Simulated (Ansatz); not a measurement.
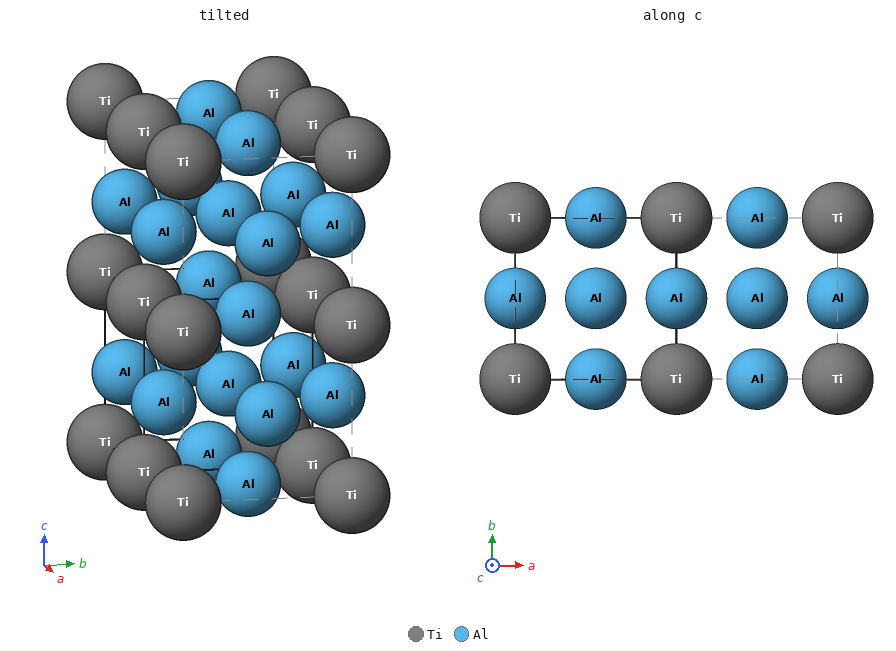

Structure drawing (spheres-only), viewed slightly off an axis and along the c axis. Solid lines give the conventional unit cell, repeated here 2×1×2 times. Cell: a = 3.732 Å, b = 3.732 Å, c = 3.732 Å, α = 90.00°, β = 90.00°, γ = 90.00°.

The formula is TiAl₃. The space group is Pm-3m (No. 221); the lattice is primitive cubic. Type of structure: Cu₃Au (L1₂) type. One cell contains 1 Ti, 3 Al, 4 atoms in all. Ti is coordinated by twelve Al in a cuboctahedral arrangement at about 2.6 Å. Each Al is bonded to eight Al and four Ti in a cuboctahedral arrangement (about 2.6 Å to Al, 2.6 Å to Ti).

The model was built from a structure listed in the Materials Project. It was relaxed with DFT LDA, scalar-relativistic, plane waves, PAW in Ansatz under a constraint or pressure on the cell, so some stress remains.

At this level of theory the cell isn't at rest (compressed, at 22 GPa), so its distances can differ from those at equilibrium, the more so the softer the solid.
